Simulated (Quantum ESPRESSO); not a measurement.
## NaCl (Fm-3m): the LO frequency by hand

Aim: work out the LO frequency and the static dielectric constant of NaCl (Fm-3m) from one linear-response run, then check them.

Method: DFT LDA, scalar-relativistic, plane waves, PseudoDojo norm-conserving pseudopotentials, in Quantum ESPRESSO 7.5.

The database entry behind the starting cell differs from later determinations by our own check (an axis about 0.4 % short against later determinations), so it need not match the best structure at ambient conditions.

### Step 1. The relaxed structure

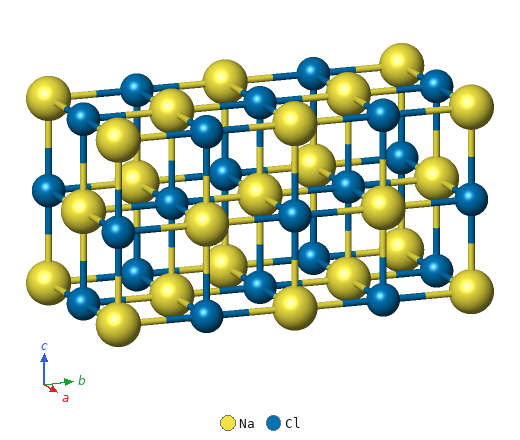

The cell as given, slightly off an axis (sodium yellow, chlorine blue). 1×2×1 cells are drawn. This picture shows the conventional cell, with its axes. Some periodic images of atoms are drawn too.

This is the cell after its relaxation at this level of theory, not the database cell from which that began.

### Step 2. What the response run gave

A linear-response run on the relaxed cell, with the response to an electric field; only its zone-centre results are used. Cutoff 88 Ry, k mesh 6×6×6.

The log of the run:

```text
[banners, grids, parts of the stress and lines that vanish by symmetry left out]
Program PHONON v.7.5
     Reading xml data from directory:

[...]
Exchange-correlation= PW
                           (   1   4   0   0   0   0   0)
[...]
kinetic-energy cut-off    =      88.0000  Ry
     charge density cut-off    =     352.0000  Ry
     convergence threshold     =      1.0E-18
[...]
Exchange-correlation= PW
                           (   1   4   0   0   0   0   0)
[...]
q = (   0.0000000   0.0000000   0.0000000 )
     49 Sym.Ops. (with q -> -q+G )
     G cutoff =  475.6762  (  30731 G-vectors)     FFT grid: ( 45, 45, 45)
     number of k points=    16
[...]
Mode symmetry, O_h (m-3m)  point group:
[...]
Dielectric constant
[...]
End of electric fields calculation
          Dielectric constant in cartesian axis
          (       2.681599777      -0.000000000       0.000000000 )
          (      -0.000000000       2.681599777      -0.000000000 )
          (       0.000000000      -0.000000000       2.681599777 )
          Effective charges (d Force / dE) in cartesian axis without acoustic sum rule applied (asr)
           atom    1  Na    Mean Z*:        1.07349
      Ex  (        1.07349        0.00000        0.00000 )
      Ey  (        0.00000        1.07349        0.00000 )
      Ez  (        0.00000        0.00000        1.07349 )
           atom    2  Cl    Mean Z*:       -1.07569
      Ex  (       -1.07569       -0.00000       -0.00000 )
      Ey  (       -0.00000       -1.07569        0.00000 )
      Ez  (       -0.00000        0.00000       -1.07569 )
          Effective charges Sum: Mean:       -0.00220
[...]
Effective charges (d Force / dE) in cartesian axis with asr applied:
           atom    1  Na    Mean Z*:        1.07459
[...]
atom    2  Cl    Mean Z*:       -1.07459
[...]
Representation #   1 modes #   1   2   3
[...]
End of self-consistent calculation
     Convergence has been achieved
     Representation #   2 modes #   4   5   6
[...]
End of self-consistent calculation
     Convergence has been achieved
[...]
Dielectric constant in cartesian axis
          (       2.681599777      -0.000000000       0.000000000 )
          (      -0.000000000       2.681599777      -0.000000000 )
          (       0.000000000      -0.000000000       2.681599777 )
          Effective charges (d Force / dE) in cartesian axis without acoustic sum rule applied (asr)
           atom    1  Na    Mean Z*:        1.07349
      Ex  (        1.07349        0.00000        0.00000 )
      Ey  (        0.00000        1.07349        0.00000 )
      Ez  (        0.00000        0.00000        1.07349 )
           atom    2  Cl    Mean Z*:       -1.07569
      Ex  (       -1.07569       -0.00000       -0.00000 )
      Ey  (       -0.00000       -1.07569        0.00000 )
      Ez  (       -0.00000        0.00000       -1.07569 )
          Effective charges Sum: Mean:       -0.00220
[...]
Effective charges (d Force / dE) in cartesian axis with asr applied:
           atom    1  Na    Mean Z*:        1.07459
[...]
atom    2  Cl    Mean Z*:       -1.07459
[...]
q = (    0.000000000   0.000000000   0.000000000 )
[...]
freq (    1) =       0.115999 [THz] =       3.869323 [cm-1]
     freq (    2) =       0.115999 [THz] =       3.869323 [cm-1]
     freq (    3) =       0.115999 [THz] =       3.869323 [cm-1]
     freq (    4) =       5.650558 [THz] =     188.482335 [cm-1]
     freq (    5) =       5.650558 [THz] =     188.482335 [cm-1]
     freq (    6) =       5.650558 [THz] =     188.482335 [cm-1]
[...]
Mode symmetry, O_h (m-3m)  point group:
     freq (   1-   3) =          3.9  [cm-1]   --> T_1u G_15  G_4- I
     freq (   4-   6) =        188.5  [cm-1]   --> T_1u G_15  G_4- I

   JOB DONE.
```

| quantity | value |
| --- | --- |
| cell volume Ω (Å³) | 40.830 |
| mass of Na (u) | 22.990 |
| mass of Cl (u) | 35.450 |
| Born charge of Na, raw (e) | 1.073 |
| Born charge of Cl, raw (e) | -1.076 |
| ε∞ | 2.682 |
| ω(TO) after the sum rule (cm⁻¹) | 188.4 |

### Step 3. The calculation

The charges must sum to zero over the cell; taking off their mean, -0.001 e, leaves Z* = 1.075 e on Na. In the polar mode Na moves against Cl, so the reduced mass is μ = 22.99 × 35.45 / 58.44 = 13.946 u.

A longitudinal wave builds up a field that adds to the restoring force: ω(LO)² = ω(TO)² + 4π Z*² / (μ Ω ε∞), in Hartree atomic units. With μ = 25422 electron masses and Ω = 275.54 bohr³ the second term is 7.7256e-07 Ha², or 37213 cm⁻² (1 Ha = 219474.6 cm⁻¹).

So ω(LO) = √(35502 + 37213) = 269.7 cm⁻¹, and by the Lyddane-Sachs-Teller relation ε₀ = ε∞ (ω(LO)/ω(TO))² = 5.49.

### Step 4. Check against the program

The analysis program adds the same non-analytic term to the full matrix, here for q along (1 0 0).

The log of the run:

```text
[banner, memory and clock lines left out]
Program DYNMAT v.7.5

     Reading Dynamical Matrix from file g.dyn
     ...Force constants read
     ...epsilon and Z* read

     Polarizability (A^3 units)
     multiply by 0.640807 for Clausius-Mossotti correction
         5.463788   -0.000000    0.000000
        -0.000000    5.463788   -0.000000
         0.000000   -0.000000    5.463788

     IR activities are in (D/A)^2/amu units

# mode   [cm-1]    [THz]      IR
    1     -0.00   -0.0000    0.0000
    2     -0.00   -0.0000    0.0000
    3      0.00    0.0000    0.0000
    4    188.42    5.6487    1.9103
    5    188.42    5.6487    1.9103
    6    269.66    8.0841    1.9103
```

ε₀ comes from the program's run without a direction of q.

| quantity | by hand | program |
| --- | --- | --- |
| ω(LO) (cm⁻¹) | 269.7 | 269.7 |
| ε₀ | 5.49 | 5.49 |

### Step 5. Outcome

```yaml
to_mode: 188.4 cm⁻¹
lo_mode: 269.7 cm⁻¹
static_dielectric_constant: 5.492
```

What this shows: The LO mode of NaCl (Fm-3m) lies at 270 cm⁻¹, 81 cm⁻¹ above the TO mode; the formula meets the program within 0.1 cm⁻¹, as it must for a cubic crystal with one polar mode. ω(LO)² − ω(TO)² goes with Z*²/ε∞: an error of 5 % in ε∞ would move the LO mode by 3.3 cm⁻¹, and semilocal functionals tend to overestimate ε∞. These are harmonic values at zero temperature, at the volume of this functional, for the structure held cubic; stability elsewhere in the zone is no part of this calculation.

[Host names and launcher messages were left out of these logs when they were recorded.]

[Logs are printed without paths, hosts, clocks, repeated set-up lines and the standing remarks that a program may print on its own settings, such as how far it seeks lower states.]

[Hosts, paths, dates, database ids (printed as entryN), source tags and the programs' standing remarks are cut or masked in the printed files.]
